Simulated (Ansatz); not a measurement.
Cell and atoms:

```cif
data_structure
_symmetry_space_group_name_H-M 'I 4/m m m'
_symmetry_Int_Tables_number 139
_cell_length_a 3.3409
_cell_length_b 3.3409
_cell_length_c 3.1461
_cell_angle_alpha 90.000
_cell_angle_beta 90.000
_cell_angle_gamma 90.000
_cell_volume 35.12
loop_
_atom_site_label
_atom_site_type_symbol
_atom_site_symmetry_multiplicity
_atom_site_Wyckoff_symbol
_atom_site_fract_x
_atom_site_fract_y
_atom_site_fract_z
_atom_site_occupancy
Au1 Au 2 a 0.00000 0.00000 0.00000 1
```

> Say what kind of structure these coordinates give.

The element is gold. The symmetry is that of I4/mmm (No. 139), on a body-centred tetragonal lattice. The cell holds two atoms.

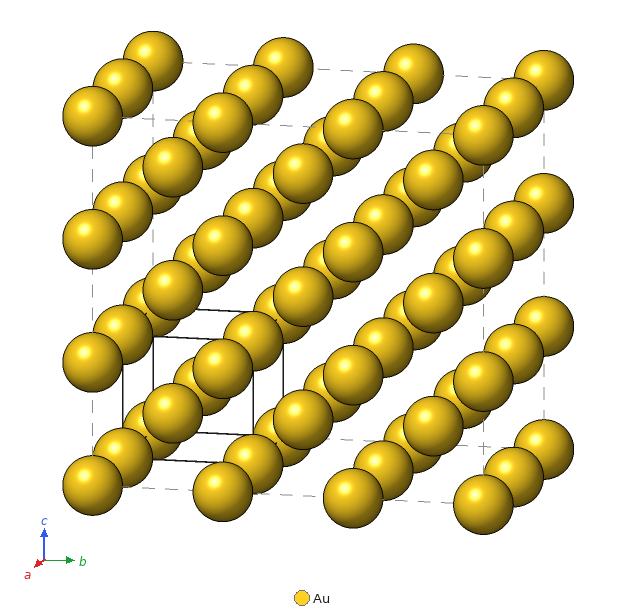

Structure drawing (spheres-only), viewed slightly off an axis. One conventional unit cell is drawn solid; the view covers 2×3×3 cells. Colours: gold yellow.

The cell started as a structure listed in the Materials Project. Cell shown after relaxation with DFT r2SCAN, scalar-relativistic, plane waves, PAW in Ansatz.
